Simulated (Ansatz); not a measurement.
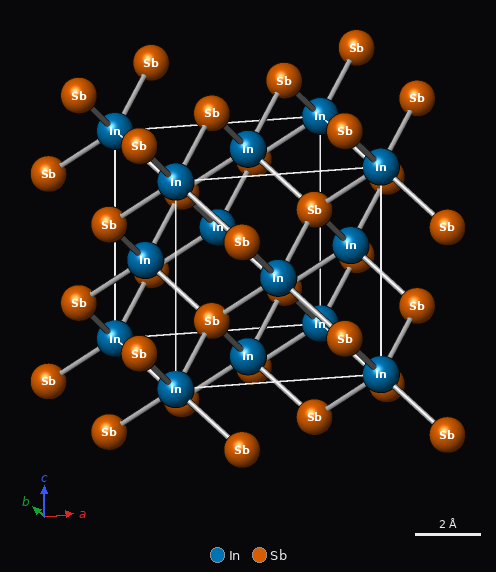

This is the input geometry for a relaxation of solid InSb (set up in F-43m). Style: ball-and-stick. Shown: the conventional cell (4 times the calculation's cell), slightly off an axis. Lengths and directions refer to the drawn axes.

Case: relaxed at 25 GPa.

Level of theory: DFT PBE, scalar-relativistic, plane waves, PAW in Ansatz.

Input file:
```yaml
crystal:
  lattice:
    - [0.0, 3.3185740832, 3.3185740832]
    - [3.3185740832, 0.0, 3.3185740832]
    - [3.3185740832, 3.3185740832, 0.0]
  atoms:
    - { symbol: In, position: [0.0, 0.0, 0.0] }
    - { symbol: Sb, position: [0.75, 0.75, 0.75] }
basis:
  ecutwfc: 420
kpoints:
  mp_grid: { grid: [12, 12, 12] }
hamiltonian:
  xc: pbe
scf:
  occupations: { method: fermi_dirac, width: 0.15 }
output:
  forces: true
  stress: true
  eigenvalues: true
relax:
  adjacent_minimum: "off"
  f_tol: 0.001
  max_steps: 60
  cell: { stress_tol: 0.02, p_target: 25.0 }
```

Launched with:
```bash
ansatz run input.yaml --threads 1 --pin off --max-ram 3072MiB --backend cpu --events-out ev --progress --plain --runs-dir out
```

### Where does the relaxation end?

The atoms keep their places relative to the cell (all moves are under 0.005 Å). The drawn cell changes as follows: a = b = c 6.637 → 5.969 Å (−10.1 %); the volume changes by −27.3 %. Near-neighbour distances that change, for instance: In1–Sb2 2.874 → 2.585 Å. The space group stays F-43m (No. 216). After 5 accepted moves (7 points after the start) the energy has risen by 573 meV per atom. With the target pressure of 25 GPa, the enthalpy E + pV changes by −982 meV per atom. All forces vanish by symmetry, so only the cell relaxes. The pressure goes from 0.00 to 25.00 GPa. At 2 points the geometry stayed and the basis and grid were re-selected for the new cell (energy shift of 1.7 meV per atom at most each time).

The end point in the same view:

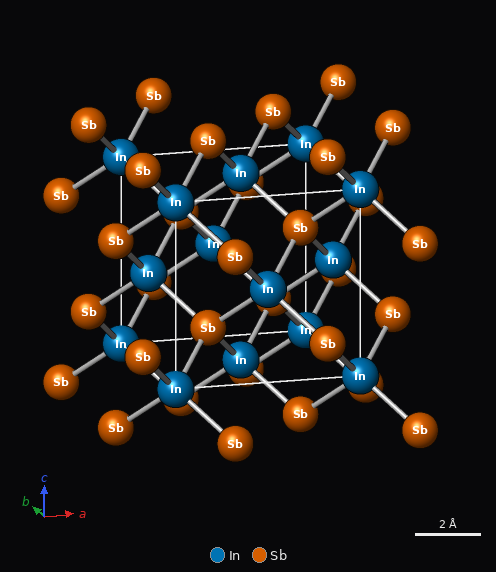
